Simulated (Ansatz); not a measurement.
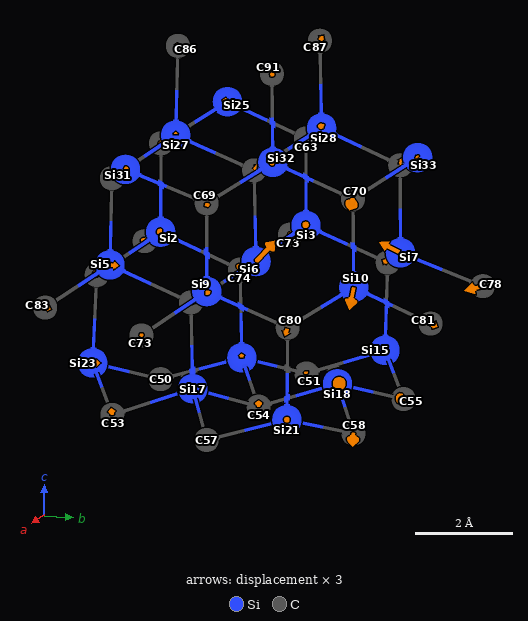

A relaxation of a defect cell of composition Si$_{48}$C$_{47}$. The starting structure is drawn; orange arrows show the displacements, 3 times their true length.

The picture is a ball-and-stick view of the atoms within 5.0 Å of the atom that moves most (axes of the cell of the calculation (origin shifted)), seen slightly off an axis.

These are results of DFT, PBEsol, PAW, plane waves in Ansatz, not measurements. Settings: plane-wave cutoff 420 eV; k-point mesh 1 × 1 × 1; mesh shifted by (0.25, 0.25, 0.25); no spin polarisation; atoms relaxed in a fixed cell; force threshold 0.03 eV/Å; at most 80 steps.

Which element moves most?

Silicon: up to 0.26 Å, against 0.15 Å for carbon.

What did the optimiser do to the structure, and how much energy did it gain?

The largest move is that of a Si atom, 0.26 Å along [−3 1 2]. Largest moves by element: Si 0.26 Å, C 0.15 Å. The cell stays as it was. Some distances before and after: Si–Si 3.099 → 2.749 Å, Si–Si 3.071 → 2.730 Å, C–Si 1.864 → 1.976 Å, C–Si 1.976 → 1.892 Å. Bond angles that change, for instance: C–Si–C 110.1° → 102.3°, C–Si–C 107.5° → 113.6°, C–Si–C 111.2° → 105.5°. After 10 geometry steps the energy has fallen by 2.170 eV per cell of the calculation. Largest force component: 2.4 eV/Å at the start, 0.0036 eV/Å at the end.
